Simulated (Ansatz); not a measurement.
# Run report: Ta36N17, single-point calculation (part 1 of 2)

- system: Ta36N17 (defect cell, 53 atoms in the cell)
- method: DFT PBE, scalar-relativistic, plane waves, PAW, spin-polarised (Ansatz 0.2.0)

The structure derives from a Materials Project entry.

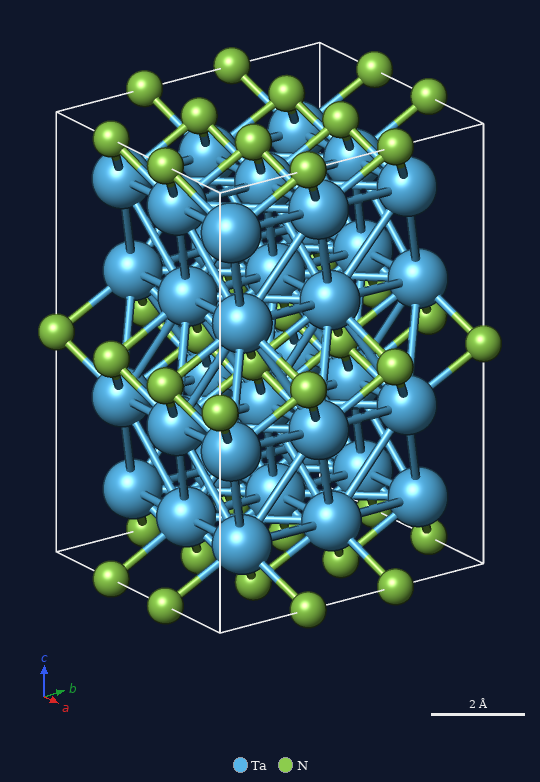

Figure 1. The structure (ball-and-stick view of the cell of the calculation, seen slightly off an axis). An atom can appear more than once, as a periodic image. Near neighbours in the periodic cell (some may lie outside the picture): Ta has 3 N at 2.16 to 2.20 Å and 12 Ta at 2.98 to 3.17 Å; Ta has 2 N at 2.20 Å and 12 Ta at 2.98 to 3.12 Å; N has 6 Ta at 2.16 to 2.20 Å.

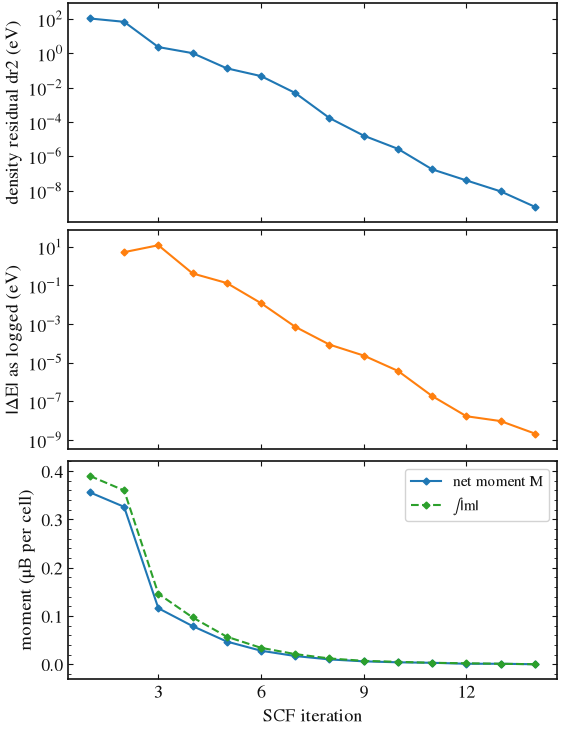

Figure 2. Convergence of the self-consistent field: density residual dr2, size of the energy change and magnetic moment against the SCF iteration. The residual falls at every step. The net moment goes from 0.4 to 0.0 μB per cell, and ∫|m| falls to zero.

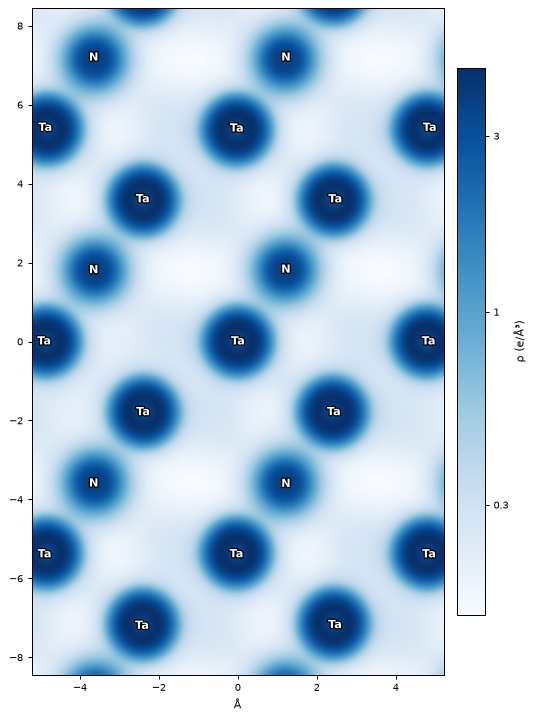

Figure 3. Valence pseudo-density on the (110) plane of the calculation cell. Atoms in the plane: Ta and N. Ta–N (2.19 Å): the density is about 0.58 e/Å³ at the midpoint. Ta–Ta (3.00 Å): ρ at the midpoint is about 0.27 e/Å³. Ta–Ta (3.00 Å): ρ at the midpoint is about 0.27 e/Å³. Ta–Ta (3.08 Å): the density is about 0.24 e/Å³ at the midpoint. Ta–Ta (3.08 Å): ρ is about 0.24 e/Å³ halfway. Away from the nuclei the density in this plane falls to 0.15 e/Å³ at its lowest. The fields are those of the smooth PAW valence density.

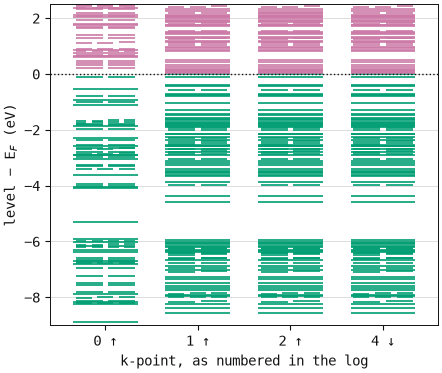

Figure 4. Kohn–Sham levels near the Fermi level (dotted) at the few k-points that the log prints; levels within 0.02 eV of each other stand side by side. The system is metallic on the full mesh.

These pictures come from the run below.

**The input**
```yaml
crystal:
  lattice:
    - [9.338585, 0.0, 0.0]
    - [-4.669292, 8.087451, 0.0]
    - [0.0, 0.0, 9.739682]
  atoms:
    - { symbol: Ta, position: [0.2216098918, 0.1110401129, 0.3752659406] }
    - { symbol: Ta, position: [0.2216914283, 0.1111458146, 0.8712747978], spin: 0.2 }
    - { symbol: Ta, position: [0.2223507409, 0.4448934607, 0.3721910171] }
    - { symbol: Ta, position: [0.2200788537, 0.4404394384, 0.8741273426] }
    - { symbol: Ta, position: [0.2223591272, 0.7779098462, 0.3721831664] }
    - { symbol: Ta, position: [0.2200711676, 0.7801893946, 0.874110966] }
    - { symbol: Ta, position: [0.5558881748, 0.1119700145, 0.3714586419] }
    - { symbol: Ta, position: [0.556144203, 0.1125679917, 0.8722532009] }
    - { symbol: Ta, position: [0.5558565096, 0.4444033662, 0.3714826396] }
    - { symbol: Ta, position: [0.5561234186, 0.4441421805, 0.8722712455] }
    - { symbol: Ta, position: [0.5553919187, 0.7779587454, 0.3721810158] }
    - { symbol: Ta, position: [0.5598576095, 0.7801835608, 0.8740951671] }
    - { symbol: Ta, position: [0.8892201887, 0.1110485546, 0.3751569851] }
    - { symbol: Ta, position: [0.889228817, 0.1110991857, 0.8713845708], spin: 0.2 }
    - { symbol: Ta, position: [0.8883065147, 0.4443841049, 0.3714056172] }
    - { symbol: Ta, position: [0.8876662146, 0.4441496858, 0.8722959416] }
    - { symbol: Ta, position: [0.8892303032, 0.7786509493, 0.3752363495] }
    - { symbol: Ta, position: [0.8892888616, 0.7787709028, 0.8713978811], spin: 0.2 }
    - { symbol: Ta, position: [0.1107429144, 0.2217806454, 0.1285266395], spin: 0.2 }
    - { symbol: Ta, position: [0.110790725, 0.2217948089, 0.6247148809] }
    - { symbol: Ta, position: [0.1122922417, 0.5564345954, 0.1276619696] }
    - { symbol: Ta, position: [0.111744632, 0.5560832873, 0.6284963421] }
    - { symbol: Ta, position: [0.1107611615, 0.8895184002, 0.1285449337], spin: 0.2 }
    - { symbol: Ta, position: [0.110846263, 0.8894189017, 0.624696889] }
    - { symbol: Ta, position: [0.4400991993, 0.2203343425, 0.1257957522] }
    - { symbol: Ta, position: [0.444718902, 0.2226083033, 0.6277125963] }
    - { symbol: Ta, position: [0.4437919486, 0.5563920207, 0.1277165403] }
    - { symbol: Ta, position: [0.4441532184, 0.5561013196, 0.6284459811] }
    - { symbol: Ta, position: [0.4438633485, 0.8879758373, 0.1276580325] }
    - { symbol: Ta, position: [0.4441625954, 0.8885866561, 0.6284597706] }
    - { symbol: Ta, position: [0.7799187384, 0.2203665953, 0.125781558] }
    - { symbol: Ta, position: [0.7777468748, 0.2225619781, 0.6277770998] }
    - { symbol: Ta, position: [0.7798981664, 0.5601052385, 0.125821489] }
    - { symbol: Ta, position: [0.7776870144, 0.5555735214, 0.6277587981] }
    - { symbol: Ta, position: [0.7784553185, 0.8895151442, 0.1285255393], spin: 0.2 }
    - { symbol: Ta, position: [0.7784566867, 0.8894600441, 0.6247346121] }
    - { symbol: "N", position: [4.6243e-06, 0.0002622204, 0.4999646691] }
    - { symbol: "N", position: [5.8164e-06, 0.3344648511, -4.19924e-05] }
    - { symbol: "N", position: [-2.1107e-06, 0.335900558, 0.499948021] }
    - { symbol: "N", position: [7.7719e-06, 0.6660881883, -3.58846e-05] }
    - { symbol: "N", position: [-1.28309e-05, 0.6645328836, 0.4999757195] }
    - { symbol: "N", position: [0.3342253901, 0.0002573185, -3.03067e-05] }
    - { symbol: "N", position: [0.3356710711, 0.0002791139, 0.4999502481] }
    - { symbol: "N", position: [0.3341756979, 0.3344546688, -2.46885e-05] }
    - { symbol: "N", position: [0.3356514052, 0.3359497387, 0.4999830022] }
    - { symbol: "N", position: [0.3333280891, 0.6669177133, -0.0016975404] }
    - { symbol: "N", position: [0.3333494962, 0.6669311173, 0.4983130657] }
    - { symbol: "N", position: [0.6658072645, 0.000239213, -7.61339e-05] }
    - { symbol: "N", position: [0.6644065905, 0.0002784049, 0.4999549214] }
    - { symbol: "N", position: [0.6666682703, 0.3336196526, 0.0016251565] }
    - { symbol: "N", position: [0.6667168868, 0.333587923, 0.5016088618] }
    - { symbol: "N", position: [0.665800749, 0.666050474, 1.5598e-06] }
    - { symbol: "N", position: [0.6643254244, 0.6646051087, 0.499965522] }
magnetization:
  spin_polarized: true
basis:
  ecutwfc: 420
  fft_grid_basis: typed
kpoints:
  mp_grid: { grid: [3, 3, 1] }
hamiltonian:
  xc: pbe
  pseudopotentials: { kind: paw }
scf:
  occupations: { method: gaussian, width: 0.05 }
output:
  forces: true
  stress: false
  eigenvalues: true
  bader: true
  write_density: true
  volumetric_format: npy
  populations: true
```

Run as:
```bash
ansatz run input.yaml --threads 8 --pin off --max-ram 16384MiB --backend cpu --events-out ev --progress --plain --runs-dir out
```

**Log**
```
Engine: ansatz 0.2.0, aarch64-unknown-linux-gnu
Pseudopotentials: kind: paw
Pseudopotential: Ta, paw, valence charge 13, recommended cutoff 420 eV (normal), Ta.paw.azcp
Pseudopotential: N, paw, valence charge 5, recommended cutoff 420 eV (normal), N.paw.azcp
Functional definition: PBE
  parameter kappa = 0.804
  parameter beta = 0.06672455060314922
  exchange = pbe_x(kappa = kappa, mu = beta*pi^2/3)
  correlation = pbe_c(beta = beta)
Crystal: 53 atoms, lattice volume = 735.593 Å³
Basis set: ecut = 420 eV, 14385 PW (Γ), exchange–correlation on 128×128×144 points (8 copies of the dense FFT grid, shifted against one another)
Bands: 333, of which v1, the nominal top of the filled ones, is band 277 counted from 1 (276 counted from 0)
Symmetry: 1 space group operations
Space group: P1 (ITA 1), of the structure as read, at distance tolerance 9.0e-5 Å
Magnetic group: BNS 1.1 (UNI 1), of the structure as read, at distance tolerance 9.0e-5 Å
k-points: 5 of 9 (time reversal used)
Non-local potential: Ta, projectors of the file, l = 0: 3, l = 1: 2, l = 2: 2, l = 3: 1
Non-local potential: N, projectors of the file, l = 0: 2, l = 1: 2, l = 2: 1
PAW form: soft (Blöchl's): semilocal exchange-correlation on the pseudo side does not see the compensation charge
PAW one-centre angular grid: Ta, 590 points (default); XC on 64 Gauss nodes
PAW one-centre angular grid: N, 110 points (default); XC on 64 Gauss nodes
Initial density: superposition of atomic densities (chi_scale 0.1, normalization cell, long waves kept (reshape's long-wave potential 0.30 eV rms))
Starting moments: Σ|m| = 1.2 μB on 6 of 53 sites
Initial wavefunctions: pseudopotential atomic-orbital guess
Functional: x = pbe(κ = 0.804, μ = 0.2195149727645171), c = pbe(β = 0.06672455060314922)
SCF iter   1: F=—  HF=-364147.139998 eV  |F-HF|=—  |Δ(HF+E_count)|=         —  Δρ=3.04e-2 (↑2.96e-2 ↓3.04e-2)  dr2=1.05e2  dr2_m=2.38e-2  M=0.356 μB ∫|m|=0.390 μB  β_m=0.30  ethr=3.10e-3  ⟨swp⟩=5.0  Hψ=12482  notcnv=0  defer=48
Mixer restart at iter 1: flushing history
preconditioner: auto → Kerker (q_TF=auto, 2.602 Å⁻¹)  [metal: Δε(μ)=0.013 eV  Ē_g=7.498 eV  σ=0.050 eV  W_gap=0.14  n_scr=212 (ndim 8)  ℏωp=22.3 eV  f_vac=0.000  D(μ)=65.32/eV (n_scr^D=786)]
spin=Collinear: Kerker preconditioning applied to the charge; magnetization (m = ρ↑ − ρ↓) channel mixes plain (no charge-response kernel on spin).
SCF iter   2: F=—  HF=-364141.955559 eV  |F-HF|=—  |Δ(HF+E_count)|=    5.18e0  Δρ=2.30e-2 (↑2.24e-2 ↓2.30e-2)  dr2=6.72e1  dr2_m=1.26e-2  M=0.326 μB ∫|m|=0.360 μB  β_m=0.65  ethr=3.10e-3  ⟨swp⟩=2.0  Hψ=3912  notcnv=0  defer=460
SCF iter   3: F=—  HF=-364130.197219 eV  |F-HF|=—  |Δ(HF+E_count)|=    1.18e1  Δρ=5.57e-3 (↑5.56e-3 ↓5.57e-3)  dr2=2.28e0  dr2_m=1.16e-4  M=0.116 μB ∫|m|=0.146 μB  β_m=0.64  ethr=3.10e-3  ⟨swp⟩=4.6  Hψ=5601  notcnv=0  defer=460
SCF iter   4: F=—  HF=-364130.608188 eV  |F-HF|=—  |Δ(HF+E_count)|=   4.11e-1  Δρ=3.61e-3 (↑3.60e-3 ↓3.61e-3)  dr2=1.01e0  dr2_m=5.33e-5  M=0.079 μB ∫|m|=0.097 μB  β_m=0.82  ethr=4.13e-4  ⟨swp⟩=3.0  Hψ=4902  notcnv=0  defer=484
SCF iter   5: F=—  HF=-364130.738807 eV  |F-HF|=—  |Δ(HF+E_count)|=   1.31e-1  Δρ=1.31e-3 (↑1.30e-3 ↓1.31e-3)  dr2=1.32e-1  dr2_m=9.29e-6  M=0.047 μB ∫|m|=0.057 μB  β_m=0.82  ethr=1.83e-4  ⟨swp⟩=3.0  Hψ=4600  notcnv=0  defer=484
SCF iter   6: F=—  HF=-364130.750729 eV  |F-HF|=—  |Δ(HF+E_count)|=   1.19e-2  Δρ=4.95e-4 (↑4.95e-4 ↓4.94e-4)  dr2=4.67e-2  dr2_m=2.66e-6  M=0.028 μB ∫|m|=0.034 μB  β_m=0.91  ethr=2.39e-5  ⟨swp⟩=2.4  Hψ=4729  notcnv=0  defer=470
SCF iter   7: F=—  HF=-364130.751442 eV  |F-HF|=—  |Δ(HF+E_count)|=   7.14e-4  Δρ=1.97e-4 (↑1.94e-4 ↓1.97e-4)  dr2=4.85e-3  dr2_m=9.76e-7  M=0.017 μB ∫|m|=0.021 μB  β_m=0.95  ethr=8.45e-6  ⟨swp⟩=2.0  Hψ=3732  notcnv=0  defer=470
SCF iter   8: F=—  HF=-364130.751357 eV  |F-HF|=—  |Δ(HF+E_count)|=   8.56e-5  Δρ=6.09e-5 (↑6.09e-5 ↓6.04e-5)  dr2=1.69e-4  dr2_m=3.22e-7  M=0.010 μB ∫|m|=0.012 μB  β_m=0.92  ethr=8.76e-7  ⟨swp⟩=2.0  Hψ=4686  notcnv=0  defer=470
SCF iter   9: F=—  HF=-364130.751334 eV  |F-HF|=—  |Δ(HF+E_count)|=   2.32e-5  Δρ=2.01e-5 (↑1.99e-5 ↓2.01e-5)  dr2=1.60e-5  dr2_m=1.25e-7  M=0.006 μB ∫|m|=0.007 μB  β_m=0.87  ethr=3.06e-8  ⟨swp⟩=2.0  Hψ=4672  notcnv=0  defer=470
SCF iter  10: F=—  HF=-364130.751330 eV  |F-HF|=—  |Δ(HF+E_count)|=   3.74e-6  Δρ=8.72e-6 (↑8.72e-6 ↓7.80e-6)  dr2=2.73e-6  dr2_m=6.08e-8  M=0.004 μB ∫|m|=0.005 μB  β_m=0.86  ethr=2.90e-9  ⟨swp⟩=2.0  Hψ=4654  notcnv=0  defer=470
SCF iter  11: F=—  HF=-364130.751330 eV  |F-HF|=—  |Δ(HF+E_count)|=   1.87e-7  Δρ=2.81e-6 (↑2.81e-6 ↓2.54e-6)  dr2=1.75e-7  dr2_m=2.11e-8  M=0.003 μB ∫|m|=0.003 μB  β_m=0.93  ethr=4.94e-10  ⟨swp⟩=2.0  Hψ=4659  notcnv=0  defer=470
SCF iter  12: F=—  HF=-364130.751330 eV  |F-HF|=—  |Δ(HF+E_count)|=   1.69e-8  Δρ=1.37e-6 (↑1.37e-6 ↓1.21e-6)  dr2=3.97e-8  dr2_m=6.60e-9  M=0.001 μB ∫|m|=0.002 μB  β_m=0.97  ethr=3.17e-11  ⟨swp⟩=2.0  Hψ=4653  notcnv=0  defer=470
SCF iter  13: F=—  HF=-364130.751330 eV  |F-HF|=—  |Δ(HF+E_count)|=   9.49e-9  Δρ=7.74e-7 (↑7.74e-7 ↓5.87e-7)  dr2=9.16e-9  dr2_m=1.79e-9  M=0.001 μB ∫|m|=0.001 μB  β_m=0.94  ethr=7.18e-12  ⟨swp⟩=2.0  Hψ=4655  notcnv=0  defer=470
SCF iter  14: F=-364130.751330 eV  HF=-364130.751330 eV  |F-HF|=5.24e-10  |Δ(HF+E_count)|=   2.15e-9  Δρ=3.50e-7 (↑2.52e-7 ↓3.50e-7)  dr2=1.16e-9  dr2_m=4.34e-10  M=0.000 μB ∫|m|=0.000 μB  ethr=1.66e-12  ⟨swp⟩=11.6  Hψ=14492  notcnv=0
SCF 1 converged in 14 iterations: F = -364130.751330 eV  dr2 = 1.16e-9
  greatest PAW one-centre occupation: 0.999 electrons in one spin orbital (limit 2), on the Ta atom at site 3 (counted from 0), in its partial waves of l = 0
WARN: the starting moments were not kept: the SCF closed with an absolute magnetisation of 4.8e-4 μB, where they sum to 1.2 μB in size (6 sites). That is at most 0.1 of that sum. Measured as dr2_m measures the in/out step, that magnetisation stands 1.5e-9 eV from none, at or under the dr2_threshold of 1.0e-7 eV: it is no larger than a step whose dr2_m would equal this threshold. The system may hold no moment; this SCF shows only that its start led to no more than that. To try another start: raise the starting moments (crystal.atoms[].spin, magnetization.per_species, magnetization.initial_magnetization, or on a non-collinear deck that types none of these the spinor_matrix: blocks that start its atoms; where the total moment is fixed, keep their sum and leave initial_magnetization as it is; typed ones take the place of any that the run laid by itself, positive ones on a crystal's lanthanoids without a Hubbard term where scf.initial_density.shell_occupations: [] is typed) or, if the notice of its spin-set hold's release reads "site moments contracting" or "site moments show no strong build", lengthen the hold (scf.mixing.spin_hold: { on: { confirm: 4 } }; for m-r²SCAN on two components see the key's manual first). Each may lead to a state that holds a moment. A second SCF, from the converged charge density, with the starting moments and any scf.initial_density.shell_occupations laid on it anew, would have followed, and was not run: the deck does not ask for one (magnetization.retry_lost_moments is false, the default). To let it run, set magnetization.retry_lost_moments: true and run the deck again, where that key's refused combinations let it; where memory then withholds it, that run's warning says so.
SCF converged after 14 iterations
Magnetization: 0.0004 μB (276.5002 up, 276.4998 down)
Absolute magnetization: 0.0005 μB (∫|ρ↑−ρ↓|, with the PAW one-centre terms)
Spin contamination: 0.0000 ħ² per cell (⟨S²⟩ above its minimum at these occupations)
Per-site moments (μB) at R_I (Å): [(7.162178301866654e-6, 0.8930537177407868), (8.68918488874559e-6, 0.9068398916307954), (3.3623632878659897e-6, 0.8974642814429764), (2.3649712084470614e-6, 0.8915353714248008), (3.3537426389513557e-6, 0.8972933570778399), (2.354390000225714e-6, 0.8915606226691116), (7.136838151874911e-6, 0.8979096818921634), (4.922025718185022e-6, 0.9007857744890171), (7.115888191244974e-6, 0.8978573043891018), (4.933831095929373e-6, 0.9007868909383312), (3.379898656576211e-6, 0.8975001523660647), (2.347750924784991e-6, 0.8914841666640468), (7.1682139961729605e-6, 0.893204077827919), (8.71454680649527e-6, 0.9067057134001751), (7.121234349100791e-6, 0.8979135973227924), (4.937625791833172e-6, 0.9007296103445158), (7.15911672201542e-6, 0.8931369341474664), (8.734948868195186e-6, 0.9067890290236136), (8.718867291626239e-6, 0.9068400037143511), (7.1355450149080165e-6, 0.8929690228933836), (4.911847217274867e-6, 0.9007950864405214), (7.094472225308939e-6, 0.8979572304125049), (8.720528179013121e-6, 0.9069004355866228), (7.175331873868059e-6, 0.8933492429650819), (2.3466357013280753e-6, 0.8914342758087772), (3.3948280015414217e-6, 0.8973135675125726), (4.887901793631579e-6, 0.9008931794818195), (7.1378097337811805e-6, 0.8976728787918714), (4.883011341214813e-6, 0.9007223848461288), (7.158840780522421e-6, 0.897869558489979), (2.35457265811012e-6, 0.8915572491725064), (3.3579515590781888e-6, 0.8976194148765014), (2.357680287508734e-6, 0.8914283675008441), (3.3715061612404943e-6, 0.8973842210264864), (8.658063540483914e-6, 0.9067889414050144), (7.182778120009313e-6, 0.893055964209943), (-2.5852050257215062e-6, 0.8929690228933836), (-1.4157560880350725e-6, 0.8915353714248008), (-1.965279455423194e-6, 0.8979208952049719), (-1.416148247463158e-6, 0.8915606226691116), (-1.96867436393736e-6, 0.8979135973227924), (-1.410271736690025e-6, 0.8915428017446863), (-1.9691113841162728e-6, 0.897869558489979), (-1.4084328320649378e-6, 0.8914342758087772), (-1.9694587054633973e-6, 0.8976728787918714), (-1.3577320190690456e-6, 0.9021379222135211), (-1.65171282743828e-6, 0.8972933570778399), (-1.408609658971776e-6, 0.8914841666640468), (-1.9705141546670443e-6, 0.8979096818921634), (-1.357436601364468e-6, 0.9019644456048698), (-1.6515500292463639e-6, 0.8973135675125726), (-1.4086446441352852e-6, 0.8914283675008441), (-1.971623280230891e-6, 0.8977698332866978)]
Free energy (F): -364130.751330 eV
Harris-Foulkes:  -364130.751330 eV  (|F-HF|=5.24e-10)
Internal energy: -364130.696158 eV  (E = F + TS)
E sigma→0 (E₀):  -364130.723744 eV
Entropy (-TS):   -0.055172 eV (-1.041 meV/atom)
Fermi energy:    19.368062 eV
--- Per-component energies (eV) ---
  E_band       = -3364.912006
  E_kinetic    = 15407.143199
  E_local      = -22641.034014  (includes V_loc(G=0)·N_el)
  E_nonlocal   = 1273.961725
  E_hartree    = 7825.837228
  E_xc         = -8899.982153
  E_vxc        = -8663.815725  (∫ρ·V_xc dr)
  E_paw        = -304439.971417  (= ΣΔE_a)
  E_vpaw       = -4392.849304  (= ΣTr[D̂ρ^β])
  E_aug_tail   = 0.007205  (compensation charges beyond the density's cutoff)
  E_ewald      = -52656.657930
  E_smearing   = -0.055172  (= −TS)
  E_closure    = 0.000000  (closes the sum)
  Σ components = -364130.751330   (vs F -364130.751330, Δ=0.00e0)
```
